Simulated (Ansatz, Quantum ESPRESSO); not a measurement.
# 1T-MgI2, 1 layer: the gap on the mesh at a withheld member of a series

Method. Quantum ESPRESSO 7.5, PBE, SG15 norm-conserving. Cell and atoms are relaxed under PBE (GBRV files) and held. Screened hybrids with norm-conserving files, screening 0.106 per bohr, fixed occupations, a 9×9×1 mesh with exchange on 3×3×1 q points. Levels count from the potential in the middle of the vacuum. The series steps the share of short-range exact exchange (0.25 is HSE06, 0 is PBE).

```tsv
share of short-range exact exchange	gap on the mesh (eV)
0	3.692
0.1	4.171
0.2	4.671
0.25	4.929
0.3	5.193
0.4	5.736
```

**Question.** What is the gap on the mesh at 0.15?

By hand: The rows at 0.1 and 0.2 give a slope of (4.671 − (4.171))/(0.2 − (0.1)) = 5, so a straight line gives 4.421 eV. A parabola through these and the row at 0 gives 4.418 eV.

**The withheld run.** 4.418 eV. The line misses by +0.003 and the parabola by 0.000 eV. Both misses are under 5 % of the step from the nearer row.

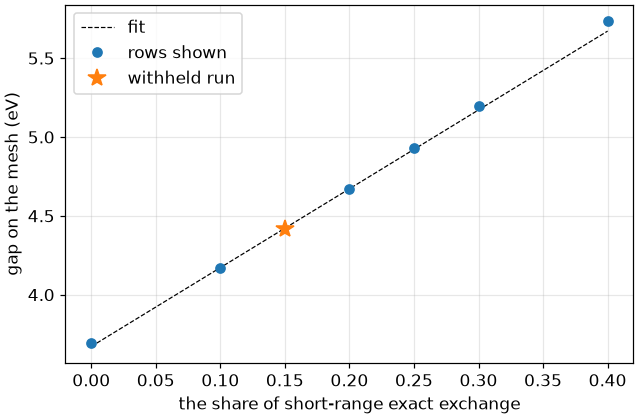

The rows shown, the fit and the withheld run.

**Limits.** Gaps are those of the mesh; no spin-orbit coupling; the q mesh was not tested; the geometry stays that of PBE.

[Logs are printed without paths, hosts, clocks, repeated set-up lines and the standing remarks that a program may print on its own settings, such as how far it seeks lower states.]
